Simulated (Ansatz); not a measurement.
Single-point calculation of Al48N47 (charge +2) (part 2 of 2)

Continued. System: Al48N47 (defect cell, 95 atoms in the cell, total charge +2). Method: DFT, HSE06, PAW, plane waves (Ansatz 0.2.0); cutoff 420 eV, 1×1×1 k-mesh, Fermi–Dirac smearing of 0.01 eV. 

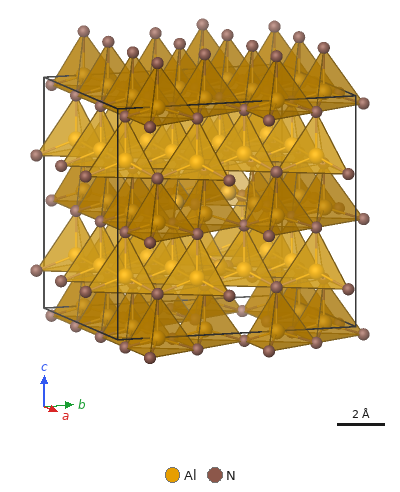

The structure (polyhedral view of the cell of the calculation, seen slightly off an axis; polyhedra are completed across the faces of the cell).

**The program's output, continued**
```
SCF iter   1: F=—  HF=-44014.388005 eV  |F-HF|=—  |Δ(HF+E_count)|=         —  Δρ=1.49e-5 (↑1.40e-5 ↓1.49e-5)  dr2=4.08e-6  dr2_m=3.08e-7  M=1.000 μB ∫|m|=1.067 μB  β_m=0.30  ethr=1.89e-7  ⟨swp⟩=13.5  Hψ=1537  notcnv=0
preconditioner: auto → none  [insulator: Δε(μ)=1.859 eV  Ē_g=14.979 eV  σ=0.010 eV  W_gap=1.00  n_scr=206 (ndim 8)  ℏωp=22.8 eV  f_vac=0.000  D(μ)=0.00/eV (n_scr^D=0)]
SCF iter   2: F=—  HF=-44014.388009 eV  |F-HF|=—  |Δ(HF+E_count)|=   4.41e-6  Δρ=1.22e-5 (↑1.11e-5 ↓1.22e-5)  dr2=2.80e-6  dr2_m=1.98e-7  M=1.000 μB ∫|m|=1.067 μB  β_m=0.57  ethr=1.01e-9  ⟨swp⟩=7.5  Hψ=1726  notcnv=0  defer=2
SCF iter   3: F=—  HF=-44014.388011 eV  |F-HF|=—  |Δ(HF+E_count)|=   1.12e-6  Δρ=6.62e-6 (↑6.62e-6 ↓4.97e-6)  dr2=1.47e-6  dr2_m=4.58e-8  M=1.000 μB ∫|m|=1.067 μB  β_m=0.51  ethr=7.38e-10  ⟨swp⟩=8.0  Hψ=1311  notcnv=0  defer=6
SCF iter   4: F=—  HF=-44014.388010 eV  |F-HF|=—  |Δ(HF+E_count)|=   3.06e-7  Δρ=3.46e-6 (↑3.46e-6 ↓2.38e-6)  dr2=1.70e-7  dr2_m=2.04e-8  M=1.000 μB ∫|m|=1.067 μB  β_m=0.64  ethr=3.76e-10  ⟨swp⟩=4.5  Hψ=1056  notcnv=0  defer=16
SCF iter   5: F=—  HF=-44014.388010 eV  |F-HF|=—  |Δ(HF+E_count)|=   6.82e-8  Δρ=1.30e-6 (↑5.97e-7 ↓1.30e-6)  dr2=5.05e-8  dr2_m=2.95e-9  M=1.000 μB ∫|m|=1.067 μB  β_m=0.55  ethr=4.41e-11  ⟨swp⟩=7.5  Hψ=1667  notcnv=0  defer=15
SCF iter   6: F=—  HF=-44014.388010 eV  |F-HF|=—  |Δ(HF+E_count)|=   1.25e-8  Δρ=5.11e-7 (↑4.30e-7 ↓5.11e-7)  dr2=2.04e-9  dr2_m=1.29e-9  M=1.000 μB ∫|m|=1.067 μB  β_m=0.70  ethr=1.30e-11  ⟨swp⟩=4.0  Hψ=1128  notcnv=0  defer=27
SCF iter   7: F=—  HF=-44014.388010 eV  |F-HF|=—  |Δ(HF+E_count)|=   2.06e-9  Δρ=2.72e-7 (↑2.72e-7 ↓1.04e-7)  dr2=1.41e-9  dr2_m=1.65e-10  M=1.000 μB ∫|m|=1.067 μB  β_m=0.74  ethr=1.16e-12 (applied; sched 1.00e-12)  ⟨swp⟩=11.0  Hψ=1122  notcnv=0
SCF iter   8: F=-44014.388010 eV  HF=-44014.388010 eV  |F-HF|=3.13e-10  |Δ(HF+E_count)|=  1.75e-10  Δρ=9.10e-8 (↑6.35e-8 ↓9.10e-8)  dr2=3.52e-10  dr2_m=2.05e-11  M=1.000 μB ∫|m|=1.067 μB  ethr=1.17e-12 (applied; sched 1.00e-12)  ⟨swp⟩=10.0  Hψ=968  notcnv=0
SCF 3 converged in 8 iterations: F = -44014.388010 eV  dr2 = 3.52e-10
  Residual-converged pass: ⟨swp⟩=3.0  Hψ=1148  notcnv=0  max |occ|·‖R‖ = 2.1e-7 eV (tolerance 2.7e-7 eV)  dr2=4.73e-10  dr2_m=2.35e-11  dr2_onsite=1.42e-11  max |Δocc| = 0.0e0
hybrid outer 2: dexx = +2.216e-6 eV, tail = 6.59e-9 eV, Δε = 1.63e-3 eV (about 1.37e-5 eV left of the loop's levels), ΔF = 3.47e-3 eV/Å (tail 1.32e-4)
NSCF: frozen V_eff on 1 k-points
this state was not tested for a lower state beside it, because the functional holds exact exchange (a hybrid, or Hartree-Fock), whose exchange loop this test does not read (fock_operator); the stability check (scf.self_checks: high) cannot read this state: a pseudopotential is PAW: the check reads norm-conserving sets alone
hybrid SCF converged: 2 outer / 13 inner (+9 warm-up), last move |dexx| = 2.22e-6 eV, tail = 6.59e-9 eV
Magnetization: 1.0000 μB (189.0000 up, 188.0000 down)
Absolute magnetization: 1.0712 μB (∫|ρ↑−ρ↓|, with the PAW one-centre terms)
Spin contamination: 0.0024 ħ² per cell (⟨S²⟩ above its minimum at these occupations)
Per-site moments (μB) at R_I (Å): [(-2.66573500259471e-5, 0.777877110852029), (8.405512363211633e-7, 0.779345561662619), (-7.475387685066302e-6, 0.7770154701546831), (-1.1348936650341312e-5, 0.7781398538856409), (-9.094404498532327e-7, 0.77872151711654), (-9.608643579853125e-6, 0.7805870150308243), (-5.9755788477734275e-5, 0.7747118279675117), (0.000269656659363473, 0.776620984721929), (-7.4702774
Free energy (F): -44014.388010 eV
Harris-Foulkes:  -44014.388010 eV  (|F-HF|=3.13e-10)
Internal energy: -44014.388010 eV  (E = F + TS)
E sigma→0 (E₀):  -44014.388010 eV
Fermi energy:    7.694021 eV
--- Per-component energies (eV) ---
  E_band       = 153.120501
  E_kinetic    = 7513.708140
  E_local      = -10903.099178  (includes V_loc(G=0)·N_el)
  E_nonlocal   = 2554.219149
  E_hartree    = 3853.026388
  E_xc         = -3899.190911
  E_vxc        = -4089.968952  (∫ρ·V_xc dr)
  E_exx        = -842.294848  (= α·E_x^exact, valence–valence)
  E_paw        = -28521.726488  (= ΣΔE_a)
  E_vpaw       = -943.207648  (= ΣTr[D̂ρ^β])
  E_aug_tail   = 0.004513  (compensation charges beyond the density's cutoff)
  E_ewald      = -13765.841165
  E_core_change = -3.193601  (= ΣΔE_core)
  E_smearing   = -0.000000  (= −TS)
  E_closure    = -0.000009  (closes the sum)
  E_deformation_potential = 34.074370  (in the stress; not in F)
  Σ components = -44014.388010   (vs F -44014.388010, Δ=-7.28e-12)
--- Forces (eV/Å), atoms counted from 1 ---
  atom   1  Al    -0.00478469     0.00076039     0.01061673
  atom   2  Al    -0.00536880     0.00121758     0.00829746
  atom   3  Al    -0.00021750    -0.01174473     0.00457032
  atom   4  Al     0.00026346    -0.01026148     0.00893852
  atom   5  Al    -0.00018502     0.00177419     0.00053547
  atom   6  Al    -0.00013197     0.00159240     0.01123265
  atom   7  Al    -0.01678106    -0.02326520    -0.00802428
  atom   8  Al    -0.01335553    -0.01572043     0.02291313
  atom   9  Al    -0.02125949    -0.00747543    -0.01028086
  atom  10  Al    -0.01338161    -0.00918217     0.02411289
  atom  11  Al     0.00081244     0.00668407    -0.00205756
  atom  12  Al    -0.00023590     0.00694670     0.01223660
  atom  13  Al     0.00514368     0.00099396     0.01018161
  atom  14  Al     0.00663124     0.00145073     0.00882302
  atom  15  Al     0.01817225    -0.02245966    -0.00910349
  atom  16  Al     0.01465119    -0.01462708     0.02364785
  atom  17  Al     0.00013302    -0.00168847    -0.23843276
  atom  18  Al     0.00043760    -0.00035939     0.01999349
  atom  19  Al    -0.00912557     0.02699454    -0.01224503
  atom  20  Al    -0.00599126     0.01952257     0.02454743
  atom  21  Al     0.02169439    -0.00938076    -0.01080037
  atom  22  Al     0.01269234    -0.00890948     0.02431093
  atom  23  Al     0.00913163     0.02655460    -0.00949723
  atom  24  Al     0.00496757     0.01829022     0.02484798
  atom  25  Al    -0.00084477    -0.00762477    -0.00252584
  atom  26  Al    -0.00092404    -0.00131712     0.00574214
  atom  27  Al    -0.02113561    -0.02324552     0.00082240
  atom  28  Al    -0.00405930    -0.00338518     0.00346592
  atom  29  Al    -0.01996718    -0.01638977     0.00496060
  atom  30  Al    -0.00687880    -0.00607102    -0.00051137
  atom  31  Al    -0.00187334     0.01046631     0.00508322
  atom  32  Al    -0.00147930    -0.00008999    -0.00003725
  atom  33  Al     0.02008221    -0.02551210     0.00173473
  atom  34  Al     0.00324628    -0.00290588     0.00386987
  atom  35  Al    -0.00172109    -0.25538443     0.08483794
  atom  36  Al     0.00006098    -0.02984650    -0.01298059
  atom  37  Al    -0.22033413     0.12868940     0.08653084
  atom  38  Al    -0.02551036     0.01640830    -0.01331897
  atom  39  Al    -0.01605632     0.03180593     0.00177420
  atom  40  Al    -0.00270259     0.00635545     0.00386304
  atom  41  Al     0.01960711    -0.01544671     0.00395200
  atom  42  Al     0.00549150    -0.00676853     0.00058669
  atom  43  Al     0.21734733     0.12967781     0.08615687
  atom  44  Al     0.02363993     0.01653614    -0.01468995
  atom  45  Al    -0.00037614     0.02192383     0.00418588
  atom  46  Al    -0.00076332     0.00917802     0.00249586
  atom  47  Al     0.01192462     0.03155065     0.00027264
  atom  48  Al     0.00067987     0.00668595     0.00333980
  atom  49  N     -0.00002375     0.00598519    -0.00318076
  atom  50  N     -0.00061733     0.00747301    -0.00281093
  atom  51  N      0.00325723     0.01279661    -0.00013621
  atom  52  N      0.00361338     0.01073693    -0.01098673
  atom  53  N      0.01372881     0.01284602     0.00221289
  atom  54  N      0.00925916     0.00880983    -0.01387938
  atom  55  N      0.00156930    -0.00970659     0.00182644
  atom  56  N      0.00036094    -0.00967302    -0.02095750
  atom  57  N     -0.00392159     0.01193359    -0.00018573
  atom  58  N     -0.00427927     0.01192385    -0.01245111
  atom  59  N     -0.00067584     0.11859785     0.02597264
  atom  60  N      0.00115782     0.02695471    -0.10596731
  atom  61  N      0.09898376    -0.05971794     0.02432628
  atom  62  N      0.02108434    -0.01441137    -0.10290298
  atom  63  N      0.00809750    -0.00701366    -0.00063289
  atom  64  N      0.00737025    -0.00635363    -0.01233689
  atom  65  N     -0.01375198     0.01260638     0.00108002
  atom  66  N     -0.00848461     0.00850983    -0.01502521
  atom  67  N     -0.09749899    -0.06068041     0.02565014
  atom  68  N     -0.02108159    -0.01305289    -0.10647268
  atom  69  N     -0.00013678    -0.01656845     0.00250438
  atom  70  N     -0.00038670    -0.01035683    -0.01709600
  atom  71  N     -0.00727495    -0.00690039     0.00001162
  atom  72  N     -0.00755845    -0.00648499    -0.01265546
  atom  73  N      0.01198984    -0.00791421     0.01546200
  atom  74  N      0.00183559    -0.00353200    -0.00527278
  atom  75  N      0.00093722     0.01517060     0.00943283
  atom  76  N      0.00039541     0.00424793    -0.00426700
  atom  77  N      0.00085090    -0.00334358     0.00995351
  atom  78  N      0.00024738    -0.00248321    -0.00628155
  atom  79  N      0.08519346     0.06601551     0.03355838
  atom  80  N      0.01645763     0.00948299    -0.01445338
  atom  81  N      0.08894803     0.04493723     0.03605495
  atom  82  N      0.01576986     0.01153073    -0.01540601
  atom  83  N      0.00113716    -0.01654326     0.01096975
  atom  84  N     -0.00006118    -0.00496722    -0.00646128
  atom  85  N     -0.00993398    -0.01093919     0.01598226
  atom  86  N     -0.00266171    -0.00341760    -0.00568678
  atom  87  N     -0.08348194     0.06724811     0.03358858
  atom  88  N     -0.01497132     0.01035244    -0.01580048
  atom  89  N      0.00070568     0.00011024     0.01090231
  atom  90  N      0.01498394    -0.10808444     0.03242117
  atom  91  N      0.00109478    -0.01968525    -0.01627267
  atom  92  N     -0.08635692     0.04863741     0.03365500
  atom  93  N     -0.01229084     0.01135885    -0.01460102
  atom  94  N     -0.01443691    -0.10929973     0.03322161
  atom  95  N     -0.00049923    -0.02009157    -0.01613571
  max |Σ_I F_I| component: 5.54e-4 eV/Å
--- Charged-cell corrections in eV (Makov–Payne, q = +2.000 e, ε = 8.500) ---
  F (periodic)     = -44014.388010  (uncorrected; the corrections below are reported, never added to it)
  E_corr1          = +0.954852  (monopole, q²α_M/2εL)
  F Makov-Payne    = -44013.433158  (F + E_corr1; no measured alignment; for a localised charge, not one spread in a band: unchecked)
--- Band table (eV) ---
  k-point 0 ↑: bands = ["-10.3247", "-9.9283", "-9.8818", "-9.7854", "-9.4704", "-9.4413", "-9.3908", "-9.2314", "-9.0954", "-9.0280", ... 74 levels left out ..., "1.7837", "1.8016", "1.9038", "2.0061", "2.1908", "2.2700", "2.3118", "2.3545", "2.4199", "2.4532", "2.5135", "2.5400", "2.5810", "2.6672", "2.6984", "2.8154", "2.8436", "2.9545", "2.9655", "3.0298", "3.0747", "3.2668", "3.3094", "3.3645", "3.3889", "3.4137", "3.4675", "3.4927", "3.5358",
      "3.5799", "3.6018", "3.6311", "3.6605", "3.6824", "3.7123", "3.7292", "3.7610", "3.7940", "3.8598", "3.8848", "3.9392", "3.9614", "4.0074", "4.0237", "4.1032", "4.1572", "4.2166", "4.2659", "4.3057", "4.3111", "4.3670", "4.4024", "4.4051", "4.4391", "4.4590", "4.4931", "4.5215", "4.5308", "4.5533", "4.6057", "4.6328", "4.6501", "4.6827", "4.7193", "4.7323", "4.7649", "4.7797", "4.8027", "4.8188",
      "4.8587", "4.8878", "4.9184", "4.9507", "4.9809", "5.0110", "5.0221", "5.0464", "5.0702", "5.1034", "5.1488", "5.1761", "5.1933", "5.2013", "5.2330", "5.2466", "5.2625", "5.2911", "5.3060", "5.3241", "5.3389", "5.3507", "5.3583", "5.3832", "5.4014", "5.4093", "5.4760", "5.4891", "5.5660", "5.5776", "5.6076", "5.7483", "5.7789", "5.8627", "5.9680", "6.7639", "11.3462", "11.3679", "11.4566", "12.4739",
      "12.7706", "12.8446", "12.9093", "12.9599", "13.0497", "13.1485", "13.2100", "13.2620", "13.4155", "13.5145", "13.5394", "13.6116", "13.6661", "13.6978", "13.7202", "13.7617", "13.7818", "13.8191", "13.8523", "13.8973", "13.9175", "13.9419", "13.9967", "14.0116", "14.0386", "14.0656", "14.1761", "14.2129", "14.3588", "14.3687", "14.4147", "14.5104", "14.5574", "14.7357", "14.7698", "14.8544", "14.8856", "14.9117", "14.9835", "15.0875",
      "15.1681", "15.2525", "15.4761", "15.5671", "15.6641", "15.7480", "15.8633", "15.9615", "16.0649", "16.1072", "16.1478", "16.2389", "16.2703", "16.3145", "16.4016", "16.4438", "16.4867", "16.5142", "16.5909", "16.6354", "16.6876", "16.7100", "16.7369", "16.7512", "16.7615", "16.7877", "16.8471", "16.8773", "16.9373", "17.0067", "17.1645", "17.2361", "17.3364", "17.3648", "17.4161", "17.4774", "17.5322", "17.5646", "17.6067", "17.6187",
      "17.6583", "17.6903", "17.7316", "17.7626", "17.7991", "17.8333", "17.8407", "17.8950", "17.9044", "17.9484", "18.0514"]
  k-point 0 ↓: bands = ["-10.3087", "-9.9150", "-9.8654", "-9.7669", "-9.4570", "-9.4269", "-9.3756", "-9.2146", "-9.0731", "-9.0167", ... 74 levels left out ..., "1.7948", "1.8251", "1.9218", "2.0212", "2.2016", "2.2829", "2.3248", "2.3733", "2.4364", "2.4761", "2.5271", "2.5625", "2.6036", "2.6814", "2.7146", "2.8347", "2.8688", "2.9739", "2.9793", "3.0463", "3.0953", "3.2811", "3.3247", "3.3850", "3.4089", "3.4331", "3.4946", "3.5047", "3.5540",
      "3.6052", "3.6223", "3.6448", "3.6710", "3.6944", "3.7262", "3.7425", "3.7716", "3.8043", "3.8775", "3.9006", "3.9526", "3.9779", "4.0215", "4.0375", "4.1178", "4.1735", "4.2258", "4.2815", "4.3210", "4.3308", "4.3835", "4.4144", "4.4207", "4.4510", "4.4806", "4.5127", "4.5345", "4.5469", "4.5699", "4.6171", "4.6455", "4.6630", "4.6933", "4.7322", "4.7455", "4.7755", "4.7907", "4.8170", "4.8308",
      "4.8744", "4.9002", "4.9383", "4.9622", "4.9958", "5.0250", "5.0387", "5.0593", "5.0843", "5.1186", "5.1659", "5.1880", "5.2005", "5.2150", "5.2419", "5.2568", "5.2720", "5.3002", "5.3121", "5.3286", "5.3436", "5.3589", "5.3642", "5.3929", "5.4071", "5.4160", "5.4907", "5.4951", "5.5762", "5.5855", "5.6154", "5.7571", "5.7856", "5.8687", "5.9741", "8.6241", "11.8839", "11.9592", "11.9814", "12.4980",
      "12.7810", "12.8645", "12.9469", "12.9823", "13.0748", "13.1636", "13.2243", "13.2791", "13.4266", "13.5232", "13.5501", "13.6205", "13.6776", "13.7064", "13.7251", "13.7735", "13.7908", "13.8323", "13.8669", "13.9055", "13.9260", "13.9597", "14.0068", "14.0239", "14.0560", "14.0817", "14.2063", "14.2435", "14.3743", "14.4050", "14.4603", "14.5421", "14.5972", "14.7514", "14.7867", "14.8633", "14.9030", "14.9237", "15.0069", "15.1288",
      "15.2189", "15.3079", "15.5334", "15.6037", "15.6917", "15.7734", "15.8819", "15.9755", "16.0887", "16.1178", "16.1671", "16.2526", "16.2867", "16.3298", "16.4161", "16.4596", "16.5009", "16.5339", "16.6031", "16.6497", "16.7003", "16.7249", "16.7523", "16.7656", "16.7710", "16.7981", "16.8569", "16.8970", "16.9606", "17.0309", "17.1915", "17.2532", "17.3506", "17.3799", "17.4321", "17.4933", "17.5493", "17.5724", "17.6179", "17.6286",
      "17.6720", "17.7066", "17.7450", "17.7735", "17.8119", "17.8472", "17.8531", "17.9034", "17.9219", "17.9613", "18.0686"]
--- Löwdin populations: 95 sites ---
  site symbol       q [e]    m [muB]
     0     Al      1.8533    -0.0002
     1     Al      1.8554     0.0002
     2     Al      1.8525    -0.0001
     3     Al      1.8547    -0.0000
     4     Al      1.8531    -0.0001
     5     Al      1.8546     0.0000
     6     Al      1.8468    -0.0013
     7     Al      1.8547     0.0013
     8     Al      1.8470    -0.0014
     9     Al      1.8546     0.0015
    10     Al      1.8534    -0.0001
    11     Al      1.8541     0.0002
    12     Al      1.8532    -0.0002
    13     Al      1.8554     0.0002
    14     Al      1.8467    -0.0013
    15     Al      1.8547     0.0013
    16     Al      1.8878     0.0892
    17     Al      1.8634    -0.0008
    18     Al      1.8468    -0.0014
    19     Al      1.8545     0.0014
    20     Al      1.8469    -0.0013
    21     Al      1.8546     0.0014
    22     Al      1.8467    -0.0014
    23     Al      1.8544     0.0014
    24     Al      1.8531     0.0002
    25     Al      1.8536     0.0000
    26     Al      1.8575     0.0036
    27     Al      1.8533    -0.0000
    28     Al      1.8483    -0.0015
    29     Al      1.8504     0.0001
    30     Al      1.8619     0.0081
    31     Al      1.8534    -0.0001
    32     Al      1.8577     0.0035
    33     Al      1.8533    -0.0001
    34     Al      1.9319     0.1710
    35     Al      1.8549     0.0027
    36     Al      1.9363     0.1811
    37     Al      1.8556     0.0029
    38     Al      1.8575     0.0041
    39     Al      1.8540    -0.0001
    40     Al      1.8476    -0.0016
    41     Al      1.8503     0.0000
    42     Al      1.9383     0.1814
    43     Al      1.8554     0.0028
    44     Al      1.8495    -0.0014
    45     Al      1.8512     0.0000
    46     Al      1.8584     0.0042
    47     Al      1.8540    -0.0001
    48      N      6.0553     0.0001
    49      N      6.0534     0.0001
    50      N      6.0558     0.0005
    51      N      6.0528     0.0003
    52      N      6.0573    -0.0001
    53      N      6.0559     0.0001
    54      N      6.0566     0.0009
    55      N      6.0522     0.0005
    56      N      6.0559     0.0004
    57      N      6.0528     0.0002
    58      N      6.0504     0.0205
    59      N      6.0403     0.0315
    60      N      6.0506     0.0209
    61      N      6.0403     0.0322
    62      N      6.0558     0.0006
    63      N      6.0530     0.0004
    64      N      6.0572     0.0002
    65      N      6.0560    -0.0000
    66      N      6.0510     0.0206
    67      N      6.0400     0.0327
    68      N      6.0573     0.0002
    69      N      6.0561     0.0000
    70      N      6.0559     0.0005
    71      N      6.0530     0.0003
    72      N      6.0543     0.0034
    73      N      6.0543     0.0000
    74      N      6.0559     0.0005
    75      N      6.0551     0.0001
    76      N      6.0533     0.0002
    77      N      6.0543     0.0002
    78      N      6.0472     0.0213
    79      N      6.0558     0.0023
    80      N      6.0474     0.0201
    81      N      6.0554     0.0024
    82      N      6.0509     0.0005
    83      N      6.0535     0.0003
    84      N      6.0541     0.0033
    85      N      6.0543     0.0000
    86      N      6.0476     0.0203
    87      N      6.0557     0.0024
    88      N      6.0428    -0.0005
    89      N      6.0465     0.0209
    90      N      6.0553     0.0024
    91      N      6.0474     0.0205
    92      N      6.0554     0.0025
    93      N      6.0460     0.0220
    94      N      6.0553     0.0025
  spilling = 0.008756 (of n_electrons = 377.000000)
```

**Results in brief**

```json
{"quantity": "outcome", "value": "converged"}
{"quantity": "electrons treated", "value": "377"}
{"quantity": "free energy", "value": "−44014.3880 eV"}
{"quantity": "Fermi energy", "value": "7.694 eV"}
{"quantity": "net moment of the cell", "value": "1.00 μB"}
{"quantity": "largest force (length of the vector)", "value": "0.269 eV/Å"}
{"quantity": "hardware", "value": "8 threads of Arm Neoverse-V2, 18 GiB of memory available, shared host"}
{"quantity": "wall time", "value": "9 min (CPU time 69 min)"}
{"quantity": "peak memory", "value": "5.4 GiB"}
```

**Notes**

Warnings of the run: the state was not tested for a lower one. The k-point mesh is coarse for a cell of this size, so the results may not be converged.
